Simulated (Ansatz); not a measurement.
# Mo: one change and its effect

System: Mo (P6/mmm, 1 atom in the cell).
Method of run A: DFT r2SCAN, scalar-relativistic, plane waves, PAW, no spin polarisation (Ansatz 0.2.0).

The structure derives from a Materials Project entry. Text and figures count atoms from 1; the logs count them from 0 in places.

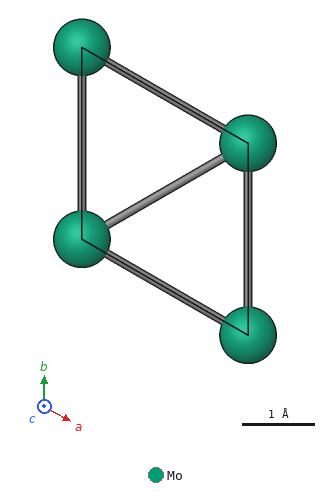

Fig. 1: The structure (ball-and-stick view of the cell of the calculation, along the c axis; atoms are numbered from 1 in the order of the input). An atom can appear more than once, as a periodic image.

## Input file, run A
```yaml
crystal:
  lattice:
    - [2.6944777412, 0.0, 0.0]
    - [-1.3472388706, 2.3334861739, 0.0]
    - [0.0, 0.0, 2.478525279]
  atoms:
    - { symbol: Mo, position: [0.0, 0.0, 0.5] }
basis:
  ecutwfc: 500
kpoints:
  mp_grid: { grid: [18, 18, 18] }
hamiltonian:
  xc: r2scan
scf:
  occupations: { method: gaussian, width: 0.15 }
output:
  forces: true
  stress: true
  eigenvalues: true
```

Command:
```bash
ansatz run input.yaml --threads 1 --pin off --max-ram 2560MiB --backend cpu --events-out ev --progress --plain --runs-dir out
```

Hardware: 1 thread of Intel Xeon @ 2.50GHz (Skylake/Cascade Lake), 189 GiB of memory available, shared host.

## Output, shortened to warnings, some set-up lines, iterations and results (run A)
```
Basis set: ecut = 500 eV, 393 PW (Γ), exchange–correlation on 80×80×80 points (64 copies of the dense FFT grid, shifted against one another)
Symmetry: 24 space group operations
k-points: 370 of 5832
Initial density: superposition of atomic densities (neutral atoms: chi_scale 0, normalization atom), corrected by the library's trained network
[...]
SCF iter   1: F=—  HF=-4966.623389 eV  |F-HF|=—  |Δ(HF+E_count)|=         —  Δρ=1.24e-2  dr2=1.39e-2  dr2_τ=1.54e-2  ethr=1.77e-3  ⟨swp⟩=5.0  Hψ=24722  notcnv=0
SCF iter   2: F=—  HF=-4966.625355 eV  |F-HF|=—  |Δ(HF+E_count)|=   1.97e-3  Δρ=6.68e-3  dr2=3.54e-3  dr2_τ=1.73e-4  ethr=9.91e-5  ⟨swp⟩=1.3  Hψ=7477  notcnv=0
SCF iter   3: F=—  HF=-4966.625284 eV  |F-HF|=—  |Δ(HF+E_count)|=   7.06e-5  Δρ=6.19e-4  dr2=3.12e-5  dr2_τ=2.50e-6  ethr=2.53e-5  ⟨swp⟩=2.9  Hψ=6660  notcnv=0
SCF iter   4: F=—  HF=-4966.625306 eV  |F-HF|=—  |Δ(HF+E_count)|=   2.17e-5  Δρ=1.93e-4  dr2=5.15e-6  dr2_τ=1.38e-6  ethr=2.23e-7  ⟨swp⟩=2.0  Hψ=6697  notcnv=0
SCF iter   5: F=—  HF=-4966.625304 eV  |F-HF|=—  |Δ(HF+E_count)|=   1.65e-6  Δρ=4.52e-5  dr2=1.80e-7  dr2_τ=3.47e-8  ethr=3.68e-8  ⟨swp⟩=2.6  Hψ=6195  notcnv=0
SCF iter   6: F=-4966.625304 eV  HF=-4966.625304 eV  |F-HF|=1.19e-8  |Δ(HF+E_count)|=   4.47e-8  Δρ=1.60e-5  dr2=1.54e-8  dr2_τ=2.62e-9  ethr=7.14e-10  ⟨swp⟩=4.9  Hψ=18017  …
SCF 1 converged in 6 iterations: F = -4966.625304 eV  dr2 = 1.54e-8
SCF converged after 6 iterations
Free energy (F): -4966.625304 eV
Harris-Foulkes:  -4966.625304 eV  (|F-HF|=1.19e-8)
Internal energy: -4966.615687 eV  (E = F + TS)
E sigma→0 (E₀):  -4966.620496 eV
Entropy (-TS):   -0.009618 eV (-9.618 meV/atom)
Fermi energy:    20.996691 eV
--- Per-component energies (eV) ---
  E_band       = -65.168170
  E_kinetic    = 443.677389
  E_local      = -815.353732  (includes V_loc(G=0)·N_el)
  E_nonlocal   = 144.758220
  E_hartree    = 273.840508
  E_xc         = -178.929857
  E_vxc        = -257.082919  (∫ρ·V_xc dr)
  E_paw        = -3218.236422  (= ΣΔE_a)
  E_vpaw       = -145.989736  (= ΣTr[D̂ρ^β])
  E_aug_tail   = 0.000003  (compensation charges beyond the density's cutoff)
  E_vtau       = 17.143577  (kinetic-family band-sum trace: ∫τ·v_τ [+ j·A + Jᵃ·Aᵃ] dr)
  E_ewald      = -1616.150591
  E_core_change = -0.221204  (= ΣΔE_core)
  E_smearing   = -0.009618  (= −TS)
  E_closure    = 0.000000  (closes the sum)
  Σ components = -4966.625304   (vs F -4966.625304, Δ=0.00e0)
--- Forces (eV/Å), atoms counted from 1 ---
  atom   1  Mo     0.00000000    -0.00000000     0.00000000
  max |Σ_I F_I| component: 1.31e-31 eV/Å
--- Stress (GPa, compression-positive) ---
       15.764067      -0.000000       0.000000
       -0.000000      15.764067       0.000000
        0.000000       0.000000      15.326644
  P = ⅓ Tr σ = 15.6183 GPa (156.183 kbar)
```

The input of run B differs as follows (lines with − go, lines with + come):
```diff
-    - [0.0, 0.0, 2.478525279]
+    - [0.0, 0.0, 2.5935084105]
```

How does run B compare with run A?

With the same functional and potentials, run B lies 17.2 meV per atom lower. The pressure goes from 15.62 to 4.49 GPa. The volume per atom goes from 15.58 to 16.31 Å³. The number of SCF iterations is the same. The plane waves at Γ go from 393 to 405.

## Output, shortened to warnings, some set-up lines, iterations and results (run B)
```
Basis set: ecut = 500 eV, 405 PW (Γ), exchange–correlation on 80×80×80 points (64 copies of the dense FFT grid, shifted against one another)
Symmetry: 24 space group operations
k-points: 370 of 5832
Initial density: superposition of atomic densities (neutral atoms: chi_scale 0, normalization atom), corrected by the library's trained network
[...]
SCF iter   1: F=—  HF=-4966.638779 eV  |F-HF|=—  |Δ(HF+E_count)|=         —  Δρ=1.25e-2  dr2=1.21e-2  dr2_τ=1.63e-2  ethr=1.77e-3  ⟨swp⟩=5.0  Hψ=24689  notcnv=0
SCF iter   2: F=—  HF=-4966.641982 eV  |F-HF|=—  |Δ(HF+E_count)|=   3.20e-3  Δρ=7.12e-3  dr2=3.34e-3  dr2_τ=1.83e-4  ethr=8.63e-5  ⟨swp⟩=1.4  Hψ=7754  notcnv=0
SCF iter   3: F=—  HF=-4966.642482 eV  |F-HF|=—  |Δ(HF+E_count)|=   5.00e-4  Δρ=6.90e-4  dr2=4.63e-5  dr2_τ=6.81e-6  ethr=2.39e-5  ⟨swp⟩=2.8  Hψ=6572  notcnv=0
SCF iter   4: F=—  HF=-4966.642501 eV  |F-HF|=—  |Δ(HF+E_count)|=   1.85e-5  Δρ=1.71e-4  dr2=3.95e-6  dr2_τ=1.02e-6  ethr=3.31e-7  ⟨swp⟩=2.0  Hψ=6491  notcnv=0
SCF iter   5: F=—  HF=-4966.642500 eV  |F-HF|=—  |Δ(HF+E_count)|=   9.46e-7  Δρ=4.23e-5  dr2=1.68e-7  dr2_τ=2.55e-8  ethr=2.82e-8  ⟨swp⟩=3.0  Hψ=6458  notcnv=0
SCF iter   6: F=-4966.642500 eV  HF=-4966.642500 eV  |F-HF|=7.94e-9  |Δ(HF+E_count)|=   4.15e-8  Δρ=1.16e-5  dr2=8.11e-9  dr2_τ=1.70e-9  ethr=7.14e-10  ⟨swp⟩=5.0  Hψ=17749  …
SCF 1 converged in 6 iterations: F = -4966.642500 eV  dr2 = 8.11e-9
SCF converged after 6 iterations
Free energy (F): -4966.642500 eV
Harris-Foulkes:  -4966.642500 eV  (|F-HF|=7.94e-9)
Internal energy: -4966.634322 eV  (E = F + TS)
E sigma→0 (E₀):  -4966.638411 eV
Entropy (-TS):   -0.008178 eV (-8.178 meV/atom)
Fermi energy:    20.080019 eV
--- Per-component energies (eV) ---
  E_band       = -79.416217
  E_kinetic    = 441.760532
  E_local      = -849.093072  (includes V_loc(G=0)·N_el)
  E_nonlocal   = 144.340660
  E_hartree    = 284.116484
  E_xc         = -178.310520
  E_vxc        = -256.127290  (∫ρ·V_xc dr)
  E_paw        = -3217.965273  (= ΣΔE_a)
  E_vpaw       = -145.602353  (= ΣTr[D̂ρ^β])
  E_aug_tail   = 0.000004  (compensation charges beyond the density's cutoff)
  E_vtau       = 17.073869  (kinetic-family band-sum trace: ∫τ·v_τ [+ j·A + Jᵃ·Aᵃ] dr)
  E_ewald      = -1591.261933
  E_core_change = -0.221204  (= ΣΔE_core)
  E_smearing   = -0.008178  (= −TS)
  E_closure    = 0.000000  (closes the sum)
  Σ components = -4966.642500   (vs F -4966.642500, Δ=0.00e0)
--- Forces (eV/Å), atoms counted from 1 ---
  atom   1  Mo     0.00000000     0.00000000     0.00000000
  max |Σ_I F_I| component: 1.03e-29 eV/Å
--- Stress (GPa, compression-positive) ---
       10.285113       0.000000       0.000000
        0.000000      10.285113       0.000000
        0.000000       0.000000      -7.093623
  P = ⅓ Tr σ = 4.4922 GPa (44.922 kbar)
```

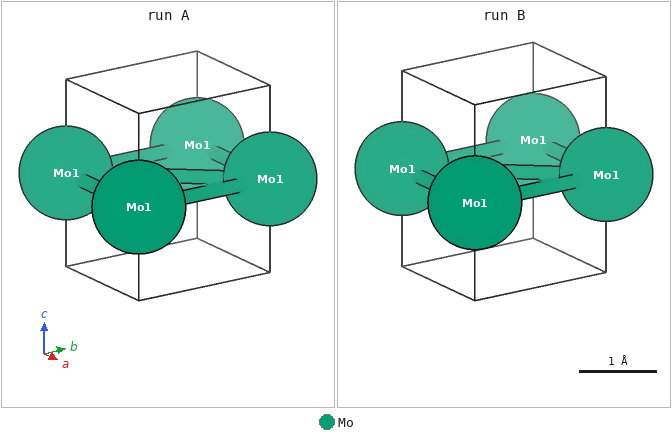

Fig. 2: The two input geometries at one scale (ball-and-stick view of the cell of the calculation, seen slightly off an axis). The atoms keep their places relative to the cell (all moves are under 0.005 Å). Cell: a = b stay at 2.694 Å, c 2.479 → 2.594 Å (+4.6 %). Volume +4.6 %. Among the contacts that change: Mo1–Mo1 2.479 → 2.594 Å.

## The two runs side by side

| quantity | run A | run B |
| --- | --- | --- |
| outcome | converged | converged |
| free energy per atom (eV) | −4966.6253 | −4966.6425 |
| energy per atom, smearing taken to zero (eV) | −4966.6205 | −4966.6384 |
| gap on the mesh (eV) | 0.00 | 0.00 |
| pressure (GPa) | 15.62 | 4.49 |
| volume per atom (Å³) | 15.58 | 16.31 |
| largest force (eV/Å) | 0.000 | 0.000 |
| SCF iterations | 6 | 6 |
| irreducible k-points | 370 | 370 |
| plane waves at Γ | 393 | 405 |
| wall time (shared host) | 14 s | 13 s |

For run A: The cell is under a pressure of 15.6 GPa at this level, so it is not at its equilibrium volume.
